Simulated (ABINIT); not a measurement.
# Run report: Bi, band-structure run (part 2 of 4)

The same run, continued: Bi (Im-3m, 1 atom in the cell); Kohn-Sham DFT of a periodic cell, PBEsol, PseudoDojo NC SR PBEsol v0.4 stringent, no spin polarisation (ABINIT 10.8.3); cutoff 1197.3 eV, 9×9×9 k-mesh, fermi-dirac of 0.05 eV. The structure derives from a Materials Project entry.

Geometry of the input (Å; fractional positions):
```
-1.9814  1.9814  1.9814
1.9814  -1.9814  1.9814
1.9814  1.9814  -1.9814
Bi 0.0000  0.0000  0.0000
```

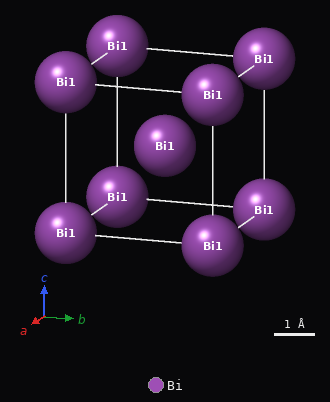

Figure 1. The input geometry (spheres-only view of the cell 2 times as large as that of the calculation, set on its symmetry axes, seen slightly off an axis; atoms are numbered from 1 in the order of the input).

The program's output, continued
```
--------------------------------------------------------------------------------

================================================================================
 Non-SCF case, kpt    1 (  0.00000  0.00000  0.00000), residuals and eigenvalues=
  9.15E-13  2.73E-13  4.09E-13  3.34E-13  3.11E-13  7.22E-13  2.35E-13  1.65E-13
  6.26E-13  1.47E-13  3.45E-13  2.80E-13  9.45E-13  5.73E-13  4.99E-13  2.62E-13
  1.67E-13  4.13E-13  4.88E-10  2.00E-10
 -5.2777E+00 -3.0001E+00 -3.0001E+00 -3.0001E+00 -4.7740E-01 -4.7740E-01
 -4.7740E-01 -4.7264E-01 -4.7264E-01 -1.3069E-01  5.5447E-01  5.5447E-01
  5.5447E-01  7.0078E-01  7.4738E-01  7.4738E-01  7.4738E-01  7.9609E-01
  7.9609E-01  7.9609E-01
 Non-SCF case, kpt    2 (  0.04545 -0.04545  0.04545), residuals and eigenvalues=
  8.33E-13  6.09E-13  1.71E-13  3.04E-13  1.10E-13  2.45E-13  3.05E-13  6.12E-13
  6.06E-13  5.97E-13  6.45E-13  5.45E-13  7.36E-13  1.89E-13  1.16E-13  2.86E-13
  6.84E-13  6.59E-13  1.86E-13  1.12E-08
 -5.2777E+00 -3.0001E+00 -3.0001E+00 -3.0001E+00 -4.7730E-01 -4.7730E-01
 -4.7726E-01 -4.7274E-01 -4.7262E-01 -1.2792E-01  5.2949E-01  5.4545E-01
  5.4545E-01  7.2373E-01  7.2422E-01  7.3587E-01  7.3587E-01  7.9732E-01
  8.2339E-01  8.2339E-01
 Non-SCF case, kpt    3 (  0.09091 -0.09091  0.09091), residuals and eigenvalues=
  5.63E-13  4.79E-13  4.45E-13  7.26E-13  1.44E-13  2.18E-13  7.59E-13  4.01E-13
  8.02E-13  2.46E-13  4.72E-13  6.97E-13  7.09E-13  4.16E-13  4.30E-13  5.98E-13
  7.81E-13  8.86E-13  6.17E-10  9.82E-06
 -5.2777E+00 -3.0001E+00 -3.0001E+00 -3.0001E+00 -4.7698E-01 -4.7698E-01
 -4.7684E-01 -4.7304E-01 -4.7261E-01 -1.1965E-01  4.8125E-01  5.2083E-01
  5.2083E-01  6.8371E-01  7.2935E-01  7.2935E-01  7.6220E-01  8.0107E-01
  8.7462E-01  8.7475E-01
 Non-SCF case, kpt    4 (  0.13636 -0.13636  0.13636), residuals and eigenvalues=
  3.99E-13  4.77E-13  5.72E-13  9.19E-13  1.28E-13  4.55E-13  4.54E-13  2.13E-13
  1.58E-13  6.53E-13  2.95E-13  6.05E-13  7.45E-13  5.43E-13  4.97E-13  4.61E-13
  7.78E-13  9.48E-13  1.65E-05  1.79E-08
 -5.2777E+00 -3.0001E+00 -3.0001E+00 -3.0001E+00 -4.7645E-01 -4.7645E-01
 -4.7617E-01 -4.7351E-01 -4.7267E-01 -1.0604E-01  4.3161E-01  4.8690E-01
  4.8690E-01  6.4466E-01  7.3703E-01  7.3703E-01  7.9016E-01  8.0743E-01
  9.3203E-01  9.3340E-01
 Non-SCF case, kpt    5 (  0.18182 -0.18182  0.18182), residuals and eigenvalues=
  3.83E-13  3.15E-13  3.12E-13  6.18E-13  2.73E-13  9.12E-13  1.94E-13  4.56E-13
  2.24E-13  8.70E-13  2.56E-13  6.50E-13  9.32E-13  2.96E-13  4.04E-13  6.24E-13
  5.29E-13  7.11E-13  1.61E-08  2.64E-08
 -5.2777E+00 -3.0001E+00 -3.0001E+00 -3.0001E+00 -4.7573E-01 -4.7573E-01
 -4.7532E-01 -4.7411E-01 -4.7292E-01 -8.7424E-02  3.8678E-01  4.4995E-01
  4.4995E-01  6.0955E-01  7.5619E-01  7.5619E-01  8.1244E-01  8.1655E-01
  9.2771E-01  9.9458E-01
 Non-SCF case, kpt    6 (  0.22727 -0.22727  0.22727), residuals and eigenvalues=
  3.97E-13  3.48E-13  4.87E-13  4.51E-13  5.18E-13  6.85E-13  4.23E-13  1.94E-13
  4.09E-13  7.19E-13  2.42E-13  4.95E-13  2.36E-13  9.24E-13  3.30E-13  5.82E-13
  4.54E-13  6.53E-13  1.97E-13  4.80E-08
 -5.2777E+00 -3.0001E+00 -3.0001E+00 -3.0001E+00 -4.7484E-01 -4.7484E-01
 -4.7481E-01 -4.7435E-01 -4.7340E-01 -6.4410E-02  3.4896E-01  4.1398E-01
  4.1398E-01  5.7906E-01  7.8413E-01  7.8413E-01  8.2852E-01  8.3452E-01
  8.5668E-01  1.0542E+00
 Non-SCF case, kpt    7 (  0.27273 -0.27273  0.27273), residuals and eigenvalues=
  9.41E-13  3.44E-13  2.88E-13  6.06E-13  7.83E-13  1.52E-13  2.79E-13  2.94E-13
  8.57E-13  2.63E-13  2.55E-13  2.37E-13  1.88E-13  2.66E-13  4.34E-13  2.85E-13
  9.97E-13  7.82E-13  5.45E-13  1.55E-07
 -5.2777E+00 -3.0001E+00 -3.0001E+00 -3.0001E+00 -4.7554E-01 -4.7415E-01
 -4.7384E-01 -4.7384E-01 -4.7334E-01 -3.8061E-02  3.1936E-01  3.8123E-01
  3.8123E-01  5.5338E-01  7.7435E-01  8.1899E-01  8.1899E-01  8.4332E-01
  8.6137E-01  1.1078E+00
 Non-SCF case, kpt    8 (  0.31818 -0.31818  0.31818), residuals and eigenvalues=
  8.45E-13  2.34E-13  5.65E-13  6.44E-13  2.54E-13  5.56E-13  2.43E-13  7.15E-13
  3.35E-13  6.10E-13  2.89E-13  1.59E-13  2.88E-13  7.34E-13  4.58E-13  8.83E-13
  8.35E-13  3.33E-13  1.26E-12  1.75E-06
 -5.2777E+00 -3.0001E+00 -3.0001E+00 -3.0001E+00 -4.7625E-01 -4.7508E-01
 -4.7279E-01 -4.7279E-01 -4.7238E-01 -1.0128E-02  2.9895E-01  3.5306E-01
  3.5306E-01  5.3250E-01  6.9526E-01  8.5925E-01  8.5925E-01  8.6067E-01
  8.9085E-01  1.1496E+00
 Non-SCF case, kpt    9 (  0.36364 -0.36364  0.36364), residuals and eigenvalues=
  7.67E-13  8.94E-13  4.99E-13  7.09E-13  6.37E-13  5.21E-13  2.73E-13  3.50E-13
  1.41E-13  1.91E-13  2.96E-13  7.08E-13  6.41E-13  6.61E-13  1.71E-13  4.04E-13
  3.75E-13  3.87E-13  9.91E-13  5.04E-06
 -5.2777E+00 -3.0001E+00 -3.0001E+00 -3.0001E+00 -4.7688E-01 -4.7608E-01
 -4.7182E-01 -4.7182E-01 -4.7153E-01  1.6725E-02  2.8867E-01  3.3035E-01
  3.3035E-01  5.1638E-01  6.2221E-01  8.7969E-01  9.0316E-01  9.0316E-01
  9.2408E-01  1.1731E+00
 Non-SCF case, kpt   10 (  0.40909 -0.40909  0.40909), residuals and eigenvalues=
  4.04E-13  3.18E-13  5.08E-13  6.35E-13  6.64E-13  8.60E-13  2.26E-13  4.56E-13
  5.63E-13  4.72E-13  3.51E-13  2.12E-13  1.63E-13  6.19E-13  3.62E-13  5.82E-13
  7.24E-13  4.03E-13  8.77E-13  1.15E-05
 -5.2777E+00 -3.0001E+00 -3.0001E+00 -3.0001E+00 -4.7737E-01 -4.7696E-01
 -4.7102E-01 -4.7102E-01 -4.7087E-01  3.9049E-02  2.8863E-01  3.1371E-01
  3.1371E-01  5.0493E-01  5.5938E-01  8.9850E-01  9.4789E-01  9.4789E-01
  9.5928E-01  1.1736E+00
 Non-SCF case, kpt   11 (  0.45455 -0.45455  0.45455), residuals and eigenvalues=
  5.28E-13  3.21E-13  2.66E-13  4.69E-13  2.55E-13  4.86E-13  1.46E-13  5.35E-13
  9.73E-14  1.26E-13  3.27E-13  4.11E-13  2.67E-13  3.28E-13  5.63E-13  6.10E-13
  6.44E-13  3.92E-13  7.32E-13  2.15E-05
 -5.2777E+00 -3.0001E+00 -3.0001E+00 -3.0001E+00 -4.7769E-01 -4.7758E-01
 -4.7049E-01 -4.7049E-01 -4.7045E-01  5.3604E-02  2.9554E-01  3.0356E-01
  3.0356E-01  4.9809E-01  5.1355E-01  9.1344E-01  9.8716E-01  9.8716E-01
  9.9087E-01  1.1550E+00
 Non-SCF case, kpt   12 (  0.50000 -0.50000  0.50000), residuals and eigenvalues=
  6.31E-13  7.49E-13  5.20E-13  7.15E-13  3.33E-13  5.70E-13  7.60E-13  3.17E-13
  4.67E-13  3.69E-13  5.76E-13  2.03E-13  2.08E-13  2.23E-13  2.88E-13  5.56E-13
  3.09E-13  8.74E-13  3.49E-13  5.06E-09
 -5.2777E+00 -3.0001E+00 -3.0001E+00 -3.0001E+00 -4.7779E-01 -4.7779E-01
 -4.7031E-01 -4.7031E-01 -4.7031E-01  5.8595E-02  3.0015E-01  3.0015E-01
  3.0015E-01  4.9582E-01  4.9582E-01  9.1937E-01  1.0052E+00  1.0052E+00
  1.0052E+00  1.1444E+00
 Non-SCF case, kpt   13 (  0.43750 -0.43750  0.50000), residuals and eigenvalues=
  3.18E-13  6.35E-13  5.78E-13  9.56E-13  4.04E-13  7.49E-13  7.99E-13  5.31E-13
  2.99E-13  2.44E-13  1.88E-13  2.18E-13  2.31E-13  5.46E-13  2.53E-13  9.02E-13
  4.85E-13  9.63E-13  7.55E-13  1.48E-04
 -5.2777E+00 -3.0001E+00 -3.0001E+00 -3.0001E+00 -4.7767E-01 -4.7761E-01
 -4.7064E-01 -4.7048E-01 -4.7028E-01  5.4047E-02  2.9166E-01  3.0337E-01
  3.0710E-01  5.0185E-01  5.0893E-01  9.1235E-01  9.7357E-01  9.9090E-01
  1.0089E+00  1.1436E+00
 Non-SCF case, kpt   14 (  0.37500 -0.37500  0.50000), residuals and eigenvalues=
  5.57E-13  4.74E-13  4.63E-13  3.31E-13  1.65E-13  2.17E-13  3.48E-13  1.32E-13
  3.04E-13  2.50E-13  5.20E-13  5.46E-13  3.88E-13  6.94E-13  9.53E-13  2.43E-13
  2.43E-13  4.70E-13  1.27E-11  2.35E-04
 -5.2777E+00 -3.0001E+00 -3.0001E+00 -3.0001E+00 -4.7731E-01 -4.7710E-01
 -4.7159E-01 -4.7097E-01 -4.7020E-01  4.2330E-02  2.7146E-01  3.1287E-01
  3.2570E-01  5.2012E-01  5.4298E-01  8.8328E-01  9.1133E-01  9.7774E-01
  1.0199E+00  1.1368E+00
 Non-SCF case, kpt   15 (  0.31250 -0.31250  0.50000), residuals and eigenvalues=
  5.67E-13  3.29E-13  8.26E-13  5.63E-13  1.36E-13  1.35E-13  9.13E-13  7.17E-13
  5.38E-13  7.19E-13  4.97E-13  6.50E-13  3.05E-13  2.00E-13  4.61E-13  3.64E-13
  6.36E-13  6.85E-13  1.93E-10  1.21E-03
 -5.2777E+00 -3.0001E+00 -3.0001E+00 -3.0001E+00 -4.7682E-01 -4.7632E-01
 -4.7300E-01 -4.7167E-01 -4.7009E-01  2.7313E-02  2.4764E-01  3.2816E-01
  3.5146E-01  5.5078E-01  5.8984E-01  8.3552E-01  8.4427E-01  9.8184E-01
  1.0377E+00  1.1365E+00
 Non-SCF case, kpt   16 (  0.25000 -0.25000  0.50000), residuals and eigenvalues=
  3.91E-13  4.58E-13  2.32E-13  6.30E-13  6.50E-13  3.99E-13  4.85E-13  2.35E-13
  8.73E-13  9.06E-13  3.58E-13  3.98E-13  3.96E-13  8.58E-13  9.37E-13  8.85E-13
  6.55E-13  8.43E-13  1.39E-09  6.39E-05
 -5.2777E+00 -3.0001E+00 -3.0001E+00 -3.0001E+00 -4.7633E-01 -4.7539E-01
 -4.7465E-01 -4.7241E-01 -4.6995E-01  1.2275E-02  2.2502E-01  3.4835E-01
  3.8089E-01  5.9268E-01  6.4460E-01  7.8022E-01  7.8297E-01  9.9528E-01
  1.0610E+00  1.1194E+00
 Non-SCF case, kpt   17 (  0.18750 -0.18750  0.50000), residuals and eigenvalues=
  3.87E-13  4.28E-13  9.00E-13  3.34E-13  1.71E-13  1.74E-13  8.87E-14  9.25E-14
  8.87E-13  3.49E-13  9.74E-13  1.83E-13  2.49E-13  4.68E-13  7.89E-13  7.74E-13
  2.81E-13  4.14E-13  3.65E-07  1.57E-04
 -5.2777E+00 -3.0001E+00 -3.0001E+00 -3.0001E+00 -4.7628E-01 -4.7608E-01
 -4.7445E-01 -4.7292E-01 -4.6981E-01 -7.3462E-04  2.0595E-01  3.7192E-01
  4.1234E-01  6.3914E-01  7.0451E-01  7.2687E-01  7.3254E-01  1.0131E+00
  1.0852E+00  1.1123E+00
 Non-SCF case, kpt   18 (  0.12500 -0.12500  0.50000), residuals and eigenvalues=
  8.97E-13  7.12E-13  5.98E-13  3.90E-13  9.12E-13  2.06E-13  5.79E-13  4.33E-13
  5.71E-13  1.58E-13  1.79E-13  9.39E-13  2.59E-13  3.12E-13  5.35E-13  1.33E-13
  9.08E-13  4.37E-13  2.47E-08  1.61E-08
 -5.2777E+00 -3.0001E+00 -3.0001E+00 -3.0001E+00 -4.7764E-01 -4.7618E-01
 -4.7365E-01 -4.7305E-01 -4.6970E-01 -1.0576E-02  1.9168E-01  3.9616E-01
  4.4502E-01  6.4284E-01  6.8861E-01  7.3015E-01  7.6723E-01  1.0316E+00
  1.0764E+00  1.0773E+00
 Non-SCF case, kpt   19 (  0.06250 -0.06250  0.50000), residuals and eigenvalues=
  8.44E-13  4.60E-13  2.84E-13  4.09E-13  2.09E-13  6.07E-13  5.75E-13  1.43E-13
  6.24E-13  2.35E-13  3.09E-13  2.09E-13  6.01E-13  9.38E-13  3.89E-13  4.33E-13
  5.78E-13  5.85E-13  1.13E-12  4.42E-10
 -5.2777E+00 -3.0002E+00 -3.0001E+00 -3.0001E+00 -4.7855E-01 -4.7642E-01
 -4.7311E-01 -4.7296E-01 -4.6962E-01 -1.6662E-02  1.8288E-01  4.1610E-01
  4.7631E-01  6.0546E-01  6.5673E-01  7.8467E-01  8.2759E-01  1.0091E+00
  1.0211E+00  1.0463E+00
 Non-SCF case, kpt   20 (  0.00000  0.00000  0.50000), residuals and eigenvalues=
  9.21E-13  7.39E-13  6.15E-13  2.34E-13  1.50E-13  9.59E-14  1.22E-13  4.03E-13
  2.56E-13  2.84E-13  3.39E-13  3.10E-13  2.45E-13  6.00E-13  6.66E-13  5.62E-13
  5.04E-13  4.32E-13  7.76E-13  6.30E-08
 -5.2777E+00 -3.0002E+00 -3.0001E+00 -3.0001E+00 -4.7887E-01 -4.7653E-01
 -4.7292E-01 -4.7290E-01 -4.6959E-01 -1.8716E-02  1.7991E-01  4.2424E-01
  4.9293E-01  5.8530E-01  6.4459E-01  8.1790E-01  8.6124E-01  9.7161E-01
  9.8642E-01  1.0520E+00
 Non-SCF case, kpt   21 (  0.00000  0.00000  0.43750), residuals and eigenvalues=
  8.98E-13  9.84E-13  3.05E-13  6.93E-13  1.74E-13  5.73E-13  3.82E-13  4.90E-13
  9.83E-14  2.82E-13  2.39E-13  3.34E-13  3.58E-13  6.79E-13  2.20E-13  6.18E-13
  8.87E-13  9.63E-13  2.87E-13  1.96E-08
 -5.2777E+00 -3.0001E+00 -3.0001E+00 -3.0001E+00 -4.7881E-01 -4.7649E-01
 -4.7296E-01 -4.7291E-01 -4.6990E-01 -2.6979E-02  1.9374E-01  4.2769E-01
  4.9502E-01  5.8774E-01  6.4643E-01  8.0928E-01  8.5505E-01  9.8184E-01
  9.9806E-01  1.0402E+00
 Non-SCF case, kpt   22 (  0.00000  0.00000  0.37500), residuals and eigenvalues=
  8.58E-13  4.45E-13  5.76E-13  6.71E-13  1.49E-13  9.19E-13  8.77E-13  3.63E-13
  9.73E-13  6.77E-13  3.58E-13  2.19E-13  4.39E-13  5.78E-13  3.85E-13  1.91E-13
  7.68E-13  9.46E-13  2.96E-13  2.63E-09
 -5.2777E+00 -3.0001E+00 -3.0001E+00 -3.0001E+00 -4.7865E-01 -4.7638E-01
 -4.7312E-01 -4.7288E-01 -4.7076E-01 -4.6436E-02  2.2982E-01  4.3784E-01
  5.0111E-01  5.9514E-01  6.5198E-01  7.8966E-01  8.4110E-01  1.0075E+00
  1.0096E+00  1.0234E+00
 Non-SCF case, kpt   23 (  0.00000  0.00000  0.31250), residuals and eigenvalues=
  8.77E-13  3.95E-13  3.51E-13  3.19E-13  7.71E-13  1.21E-13  2.98E-13  5.06E-13
  1.24E-13  4.75E-13  1.94E-13  8.49E-13  3.05E-13  6.71E-13  3.99E-13  9.65E-13
  2.53E-13  3.25E-13  3.63E-11  9.50E-07
 -5.2777E+00 -3.0001E+00 -3.0001E+00 -3.0001E+00 -4.7842E-01 -4.7632E-01
 -4.7326E-01 -4.7283E-01 -4.7204E-01 -6.9000E-02  2.7969E-01  4.5415E-01
  5.1057E-01  6.0772E-01  6.6125E-01  7.6830E-01  8.2523E-01  9.6841E-01
  9.8724E-01  1.0094E+00
 Non-SCF case, kpt   24 (  0.00000  0.00000  0.25000), residuals and eigenvalues=
  8.92E-13  2.63E-13  3.44E-13  3.99E-13  2.59E-13  7.74E-13  1.43E-13  2.41E-13
  1.18E-13  5.61E-13  2.42E-13  7.87E-13  9.47E-13  8.56E-13  3.81E-13  1.64E-13
  3.15E-13  4.35E-13  1.40E-11  1.81E-10
 -5.2777E+00 -3.0001E+00 -3.0001E+00 -3.0001E+00 -4.7814E-01 -4.7642E-01
 -4.7355E-01 -4.7326E-01 -4.7278E-01 -9.0038E-02  3.3806E-01  4.7560E-01
  5.2228E-01  6.2587E-01  6.7428E-01  7.5073E-01  8.0945E-01  9.2303E-01
  9.3787E-01  9.4195E-01
 Non-SCF case, kpt   25 (  0.00000  0.00000  0.18750), residuals and eigenvalues=
  3.81E-13  2.81E-13  9.83E-13  3.56E-13  1.23E-13  1.89E-13  3.18E-13  1.30E-13
  3.73E-13  6.18E-13  6.46E-13  8.63E-13  6.86E-13  5.17E-13  6.58E-13  7.59E-13
  4.74E-13  4.88E-13  7.51E-13  4.59E-12
 -5.2777E+00 -3.0001E+00 -3.0001E+00 -3.0001E+00 -4.7786E-01 -4.7670E-01
```
